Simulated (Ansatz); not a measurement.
# Preparing GaN (P6_3mc) as a host crystal

Aim: the runs on the perfect crystal GaN (P6_3mc) that a defect calculation needs first.

Program: Ansatz 0.2.0. Level of theory: plane-wave PAW DFT, r2SCAN; single point of the host's primitive cell on a dense mesh; PAW set soft_1, in the first sound run; inputs show where later runs differ. Results are calculated unless marked as measured.

## (1) The starting structure

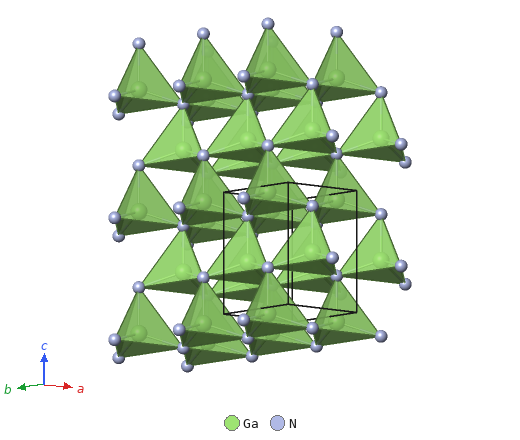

The cell as given, from a free direction (gallium green, nitrogen light blue). 2×3×2 cells are drawn. Some periodic images of atoms are drawn too.

## (2) Primitive cell on a dense mesh

A dense mesh gives the host's converged energy, against which the supercell's sampling is tested.

Contents of dense/input.yaml:

```yaml
crystal:
  lattice:
    - [3.1355234566, 0.0, 0.0]
    - [-1.5677617283, 2.7154429676, 0.0]
    - [0.0, 0.0, 5.1060741404]
  atoms:
    - { symbol: Ga, position: [0.6666666667, 0.3333333333, 0.4991062361] }
    - { symbol: Ga, position: [0.3333333333, 0.6666666667, 0.9991062361] }
    - { symbol: "N", position: [0.6666666667, 0.3333333333, 0.8758937639] }
    - { symbol: "N", position: [0.3333333333, 0.6666666667, 0.3758937639] }
basis:
  ecutwfc: 500
  xc_grid: 2
hamiltonian:
  xc: r2scan
  pseudopotentials: { kind: paw, azcp: { folder: soft_1 } }
kpoints:
  mp_grid: { grid: [10, 10, 6] }
scf:
  occupations: { method: fermi_dirac, width: 0.01 }
  max_iter: 80
```

Run with:

```console
> ansatz run input.yaml --threads 8 --pin off --max-ram 15073MiB --backend cpu --events-out ev --progress --plain --runs-dir out
```

Numbers of over 12 decimals in the logs are rounded to 6 here.

The program printed:

```text
Engine: ansatz 0.2.0, aarch64-unknown-linux-gnu
Pseudopotentials: kind: paw
Pseudopotential: Ga, paw, valence charge 13, recommended cutoff 500 eV (meta_gga), soft_1/Ga.paw.azcp
Pseudopotential: N, paw, valence charge 5, recommended cutoff 500 eV (meta_gga), soft_1/N.paw.azcp
Functional definition: r2SCAN
  parameter k0 = 0.174
  parameter k1 = 0.065
  parameter a1 = 4.9479
  exchange = r2scan_x(k0 = k0, k1 = k1, a1 = a1)
  correlation = r2scan_c
Crystal: 4 atoms, lattice volume = 43.475 Å³
Basis set: ecut = 500 eV, 1099 PW (Γ), exchange–correlation on 48×48×80 points (8 copies of the dense FFT grid, shifted against one another)
Bands: 22, of which v1, the nominal top of the filled ones, is band 18 counted from 1 (17 counted from 0)
Symmetry: 12 space group operations
Space group: P63mc (ITA 186), of the structure as read, at distance tolerance 3.5e-5 Å
k-points: 56 of 600 (time reversal used)
Non-local potential: Ga, projectors of the file, l = 0: 2, l = 1: 2, l = 2: 3, l = 3: 1
Non-local potential: N, projectors of the file, l = 0: 2, l = 1: 2, l = 2: 1
PAW form: soft (Blöchl's): semilocal exchange-correlation on the pseudo side does not see the compensation charge
PAW frozen core: Ga, regenerated for the run's functional (the file was generated under x = pbe(κ = 0.804, μ = 0.219515), c = pbe(β = 0.066725))
PAW frozen core: N, regenerated for the run's functional (the file was generated under x = pbe(κ = 0.804, μ = 0.219515), c = pbe(β = 0.066725))
PAW one-centre angular grid: Ga, 590 points (default); XC on 160 Gauss nodes
PAW one-centre angular grid: N, 302 points (default); XC on 160 Gauss nodes
Initial density: superposition of atomic densities (chi_scale 0.1, normalization cell, long waves kept (reshape's long-wave potential 0.00 eV rms))
Initial wavefunctions: pseudopotential atomic-orbital guess
Functional: x = r2scan, c = r2scan; τ floored in thin density (d = 2e-4 eV/Å³)
SCF iter   1: F=—  HF=-8353.759102 eV  |F-HF|=—  |Δ(HF+E_count)|=         —  Δρ=1.22e-1  dr2=5.30e0  dr2_τ=6.53e-1  ethr=3.10e-3  ⟨swp⟩=4.6  Hψ=4936  notcnv=0
preconditioner: auto → Resta (q_TF=auto, 2.644 Å⁻¹)  ε∞=4.4  [insulator: Δε(μ)=3.253 eV  Ē_g=18.213 eV  σ=0.010 eV  W_gap=1.00  n_scr=22 (ndim 8)  ℏωp=33.8 eV  f_vac=0.000  D(μ)=0.00/eV (n_scr^D=0)  ε∞_Penn≈4.4]
SCF iter   2: F=—  HF=-8352.635584 eV  |F-HF|=—  |Δ(HF+E_count)|=    1.12e0  Δρ=5.35e-2  dr2=7.19e-1  dr2_τ=7.68e-2  ethr=3.10e-3  ⟨swp⟩=2.4  Hψ=2937  notcnv=0
SCF iter   3: F=—  HF=-8352.723739 eV  |F-HF|=—  |Δ(HF+E_count)|=   8.82e-2  Δρ=1.86e-2  dr2=1.12e-1  dr2_τ=7.24e-3  ethr=2.00e-3  ⟨swp⟩=2.0  Hψ=1464  notcnv=0
SCF iter   4: F=—  HF=-8352.719517 eV  |F-HF|=—  |Δ(HF+E_count)|=   4.22e-3  Δρ=3.54e-3  dr2=3.72e-3  dr2_τ=2.26e-4  ethr=3.11e-4  ⟨swp⟩=2.9  Hψ=2384  notcnv=0
SCF iter   5: F=—  HF=-8352.722526 eV  |F-HF|=—  |Δ(HF+E_count)|=   3.01e-3  Δρ=2.20e-3  dr2=1.32e-3  dr2_τ=5.16e-5  ethr=1.03e-5  ⟨swp⟩=2.3  Hψ=2466  notcnv=0
SCF iter   6: F=—  HF=-8352.721238 eV  |F-HF|=—  |Δ(HF+E_count)|=   1.29e-3  Δρ=4.25e-4  dr2=8.76e-5  dr2_τ=3.97e-6  ethr=3.67e-6  ⟨swp⟩=2.0  Hψ=2448  notcnv=0
SCF iter   7: F=—  HF=-8352.721251 eV  |F-HF|=—  |Δ(HF+E_count)|=   1.32e-5  Δρ=1.52e-4  dr2=1.05e-5  dr2_τ=5.75e-7  ethr=2.43e-7  ⟨swp⟩=2.1  Hψ=2317  notcnv=0
SCF iter   8: F=—  HF=-8352.721251 eV  |F-HF|=—  |Δ(HF+E_count)|=   1.16e-7  Δρ=2.52e-5  dr2=2.72e-7  dr2_τ=3.92e-9  ethr=2.93e-8  ⟨swp⟩=2.0  Hψ=1818  notcnv=0
SCF iter   9: F=-8352.721251 eV  HF=-8352.721251 eV  |F-HF|=9.30e-10  |Δ(HF+E_count)|=   4.98e-8  Δρ=5.63e-6  dr2=1.25e-8  dr2_τ=2.43e-10  ethr=2.78e-10  ⟨swp⟩=2.2  Hψ=2492  notcnv=0
SCF 1 converged in 9 iterations: F = -8352.721251 eV  dr2 = 1.25e-8
  greatest PAW one-centre occupation: 0.994 electrons in one spin orbital (limit 2), on the Ga atom at site 1 (counted from 0), in its partial waves of l = 2
SCF converged after 9 iterations
Free energy (F): -8352.721251 eV
Harris-Foulkes:  -8352.721251 eV  (|F-HF|=9.30e-10)
Internal energy: -8352.721251 eV  (E = F + TS)
E sigma→0 (E₀):  -8352.721251 eV
Fermi energy:    11.514899 eV
--- Per-component energies (eV) ---
  E_band       = -7.439122
  E_kinetic    = 485.160975
  E_local      = -2760.492618  (includes V_loc(G=0)·N_el)
  E_nonlocal   = -105.683701
  E_hartree    = 1772.674451
  E_xc         = -233.154766
  E_vxc        = -282.027880  (∫ρ·V_xc dr)
  E_paw        = -4283.456645  (= ΣΔE_a)
  E_vpaw       = -905.068258  (= ΣTr[D̂ρ^β])
  E_aug_tail   = 0.000051  (compensation charges beyond the density's cutoff)
  E_vtau       = 15.320829  (kinetic-family band-sum trace: ∫τ·v_τ [+ j·A + Jᵃ·Aᵃ] dr)
  E_ewald      = -3226.403739
  E_core_change = -1.365260  (= ΣΔE_core)
  E_smearing   = -0.000000  (= −TS)
  E_closure    = -0.000000  (closes the sum)
  Σ components = -8352.721251   (vs F -8352.721251, Δ=0.00e0)
```

Elapsed: 1.3 s, on 8 threads of Arm Neoverse V2, shared host; peak memory 0.44 GiB; 8.5 s of CPU time.

## (3) Self-consistent run

This step: plane-wave PAW DFT, r2SCAN; single point of the defect-free supercell, a test of its k-points; PAW set soft_1 (Ansatz 0.2.0).

System of this step: GaN (P6_3mc). The cell holds 72 atoms: 36 Ga and 36 N. Its edges and angles: a = 9.407 Å, b = 9.407 Å, c = 10.212 Å, α = 90.0°, β = 90.0°, γ = 120.0°.

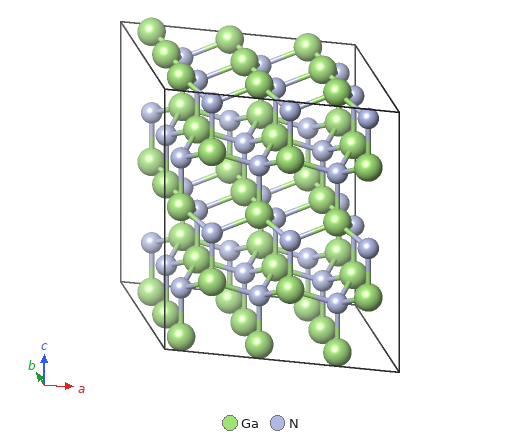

The cell of this step (gallium green, nitrogen light blue). Some periodic images of atoms are drawn too.

Contents of pristine.sampling/input.yaml:

```yaml
crystal:
  lattice:
    - [9.4065703697, 0.0, 0.0]
    - [-4.7032851849, 8.1463289027, 0.0]
    - [0.0, 0.0, 10.2121482808]
  atoms:
    - { symbol: Ga, position: [0.2222222222, 0.1111111111, 0.249553118] }
    - { symbol: Ga, position: [0.1111111111, 0.2222222222, 0.499553118] }
    - { symbol: "N", position: [0.2222222222, 0.1111111111, 0.437946882] }
    - { symbol: "N", position: [0.1111111111, 0.2222222222, 0.187946882] }
    - { symbol: Ga, position: [0.2222222222, 0.1111111111, 0.749553118] }
    - { symbol: Ga, position: [0.1111111111, 0.2222222222, 0.999553118] }
    - { symbol: "N", position: [0.2222222222, 0.1111111111, 0.937946882] }
    - { symbol: "N", position: [0.1111111111, 0.2222222222, 0.687946882] }
    - { symbol: Ga, position: [0.2222222222, 0.4444444444, 0.249553118] }
    - { symbol: Ga, position: [0.1111111111, 0.5555555556, 0.499553118] }
    - { symbol: "N", position: [0.2222222222, 0.4444444444, 0.437946882] }
    - { symbol: "N", position: [0.1111111111, 0.5555555556, 0.187946882] }
    - { symbol: Ga, position: [0.2222222222, 0.4444444444, 0.749553118] }
    - { symbol: Ga, position: [0.1111111111, 0.5555555556, 0.999553118] }
    - { symbol: "N", position: [0.2222222222, 0.4444444444, 0.937946882] }
    - { symbol: "N", position: [0.1111111111, 0.5555555556, 0.687946882] }
    - { symbol: Ga, position: [0.2222222222, 0.7777777778, 0.249553118] }
    - { symbol: Ga, position: [0.1111111111, 0.8888888889, 0.499553118] }
    - { symbol: "N", position: [0.2222222222, 0.7777777778, 0.437946882] }
    - { symbol: "N", position: [0.1111111111, 0.8888888889, 0.187946882] }
    - { symbol: Ga, position: [0.2222222222, 0.7777777778, 0.749553118] }
    - { symbol: Ga, position: [0.1111111111, 0.8888888889, 0.999553118] }
    - { symbol: "N", position: [0.2222222222, 0.7777777778, 0.937946882] }
    - { symbol: "N", position: [0.1111111111, 0.8888888889, 0.687946882] }
    - { symbol: Ga, position: [0.5555555556, 0.1111111111, 0.249553118] }
    - { symbol: Ga, position: [0.4444444444, 0.2222222222, 0.499553118] }
    - { symbol: "N", position: [0.5555555556, 0.1111111111, 0.437946882] }
    - { symbol: "N", position: [0.4444444444, 0.2222222222, 0.187946882] }
    - { symbol: Ga, position: [0.5555555556, 0.1111111111, 0.749553118] }
    - { symbol: Ga, position: [0.4444444444, 0.2222222222, 0.999553118] }
    - { symbol: "N", position: [0.5555555556, 0.1111111111, 0.937946882] }
    - { symbol: "N", position: [0.4444444444, 0.2222222222, 0.687946882] }
    - { symbol: Ga, position: [0.5555555556, 0.4444444444, 0.249553118] }
    - { symbol: Ga, position: [0.4444444444, 0.5555555556, 0.499553118] }
    - { symbol: "N", position: [0.5555555556, 0.4444444444, 0.437946882] }
    - { symbol: "N", position: [0.4444444444, 0.5555555556, 0.187946882] }
    - { symbol: Ga, position: [0.5555555556, 0.4444444444, 0.749553118] }
    - { symbol: Ga, position: [0.4444444444, 0.5555555556, 0.999553118] }
    - { symbol: "N", position: [0.5555555556, 0.4444444444, 0.937946882] }
    - { symbol: "N", position: [0.4444444444, 0.5555555556, 0.687946882] }
    - { symbol: Ga, position: [0.5555555556, 0.7777777778, 0.249553118] }
    - { symbol: Ga, position: [0.4444444444, 0.8888888889, 0.499553118] }
    - { symbol: "N", position: [0.5555555556, 0.7777777778, 0.437946882] }
    - { symbol: "N", position: [0.4444444444, 0.8888888889, 0.187946882] }
    - { symbol: Ga, position: [0.5555555556, 0.7777777778, 0.749553118] }
    - { symbol: Ga, position: [0.4444444444, 0.8888888889, 0.999553118] }
    - { symbol: "N", position: [0.5555555556, 0.7777777778, 0.937946882] }
    - { symbol: "N", position: [0.4444444444, 0.8888888889, 0.687946882] }
    - { symbol: Ga, position: [0.8888888889, 0.1111111111, 0.249553118] }
    - { symbol: Ga, position: [0.7777777778, 0.2222222222, 0.499553118] }
    - { symbol: "N", position: [0.8888888889, 0.1111111111, 0.437946882] }
    - { symbol: "N", position: [0.7777777778, 0.2222222222, 0.187946882] }
    - { symbol: Ga, position: [0.8888888889, 0.1111111111, 0.749553118] }
    - { symbol: Ga, position: [0.7777777778, 0.2222222222, 0.999553118] }
    - { symbol: "N", position: [0.8888888889, 0.1111111111, 0.937946882] }
    - { symbol: "N", position: [0.7777777778, 0.2222222222, 0.687946882] }
    - { symbol: Ga, position: [0.8888888889, 0.4444444444, 0.249553118] }
    - { symbol: Ga, position: [0.7777777778, 0.5555555556, 0.499553118] }
    - { symbol: "N", position: [0.8888888889, 0.4444444444, 0.437946882] }
    - { symbol: "N", position: [0.7777777778, 0.5555555556, 0.187946882] }
    - { symbol: Ga, position: [0.8888888889, 0.4444444444, 0.749553118] }
    - { symbol: Ga, position: [0.7777777778, 0.5555555556, 0.999553118] }
    - { symbol: "N", position: [0.8888888889, 0.4444444444, 0.937946882] }
    - { symbol: "N", position: [0.7777777778, 0.5555555556, 0.687946882] }
    - { symbol: Ga, position: [0.8888888889, 0.7777777778, 0.249553118] }
    - { symbol: Ga, position: [0.7777777778, 0.8888888889, 0.499553118] }
    - { symbol: "N", position: [0.8888888889, 0.7777777778, 0.437946882] }
    - { symbol: "N", position: [0.7777777778, 0.8888888889, 0.187946882] }
    - { symbol: Ga, position: [0.8888888889, 0.7777777778, 0.749553118] }
    - { symbol: Ga, position: [0.7777777778, 0.8888888889, 0.999553118] }
    - { symbol: "N", position: [0.8888888889, 0.7777777778, 0.937946882] }
    - { symbol: "N", position: [0.7777777778, 0.8888888889, 0.687946882] }
basis:
  ecutwfc: 500
  xc_grid: 2
hamiltonian:
  xc: r2scan
  pseudopotentials: { kind: paw, azcp: { folder: soft_1 } }
kpoints:
  mp_grid: { grid: [1, 1, 1], shift: [0.25, 0.25, 0.25] }
scf:
  occupations: { method: fermi_dirac, width: 0.01 }
  max_iter: 80
```

The program printed:

```text
[...]
Crystal: 72 atoms, lattice volume = 782.547 Å³
Basis set: ecut = 500 eV, 19861 PW (Γ), exchange–correlation on 144×144×150 points (8 copies of the dense FFT grid, shifted against one another)
Bands: 396, of which v1, the nominal top of the filled ones, is band 324 counted from 1 (323 counted from 0)
Symmetry: 36 space group operations
k-points: 1
[...]
SCF iter   1: F=—  HF=-150368.813214 eV  |F-HF|=—  |Δ(HF+E_count)|=         —  Δρ=1.21e-1  dr2=9.34e1  dr2_τ=1.15e1  ethr=3.10e-3  ⟨swp⟩=6.0  Hψ=1366  notcnv=0
[...]
SCF iter   3: F=—  HF=-150350.686231 eV  |F-HF|=—  |Δ(HF+E_count)|=    1.55e0  Δρ=1.84e-2  dr2=1.94e0  dr2_τ=1.24e-1  ethr=1.97e-3  ⟨swp⟩=2.0  Hψ=336  notcnv=0  defer=45
automatic band count: iteration 3 solves 375 bands in place of 396: the levels show a gap, and the empty bands left out lie too high to hold charge; the band table lists the bands solved (type scf.n_extra_bands for more)
SCF iter   4: F=—  HF=-150350.612623 eV  |F-HF|=—  |Δ(HF+E_count)|=   7.36e-2  Δρ=3.40e-3  dr2=6.09e-2  dr2_τ=3.22e-3  ethr=3.00e-4  ⟨swp⟩=3.0  Hψ=660  notcnv=0  defer=45
[...]
SCF iter   9: F=-150350.645435 eV  HF=-150350.645435 eV  |F-HF|=3.34e-8  |Δ(HF+E_count)|=   1.32e-6  Δρ=4.63e-6  dr2=1.46e-7  dr2_τ=3.04e-9  ethr=1.21e-10  ⟨swp⟩=3.0  Hψ=789  notcnv=0
SCF 1 converged in 9 iterations: F = -150350.645435 eV  dr2 = 1.46e-7
[...]
SCF converged after 9 iterations
Free energy (F): -150350.645435 eV
[...]
Internal energy: -150350.645435 eV  (E = F + TS)
E sigma→0 (E₀):  -150350.645435 eV
Fermi energy:    12.064769 eV
[...]
```

The job ended after 11 s (8 threads; peak memory 2.4 GiB; 80 s of CPU time).

This step gave:

| Item | Value |
| --- | --- |
| energy over dense mesh | -0.02310 eV/atom |

(Part 1 of 3 ends here.)

[Logs are printed without paths, hosts, clocks, repeated set-up lines and the standing remarks that a program may print on its own settings, such as how far it seeks lower states.]

[Hosts, paths, dates, database ids (printed as entryN), source tags and the programs' standing remarks are cut or masked in the printed files.]

[Runs of the host that timed out are not shown.]

[For some hosts the program warned that the k-mesh of the response run may be too coarse for force constants and the static dielectric constant; such warnings are not always shown.]

[The program warned that the k-mesh of a response run behind this text may be too coarse: force constants, and the static dielectric constant and all else formed from them, are not shown converged.]
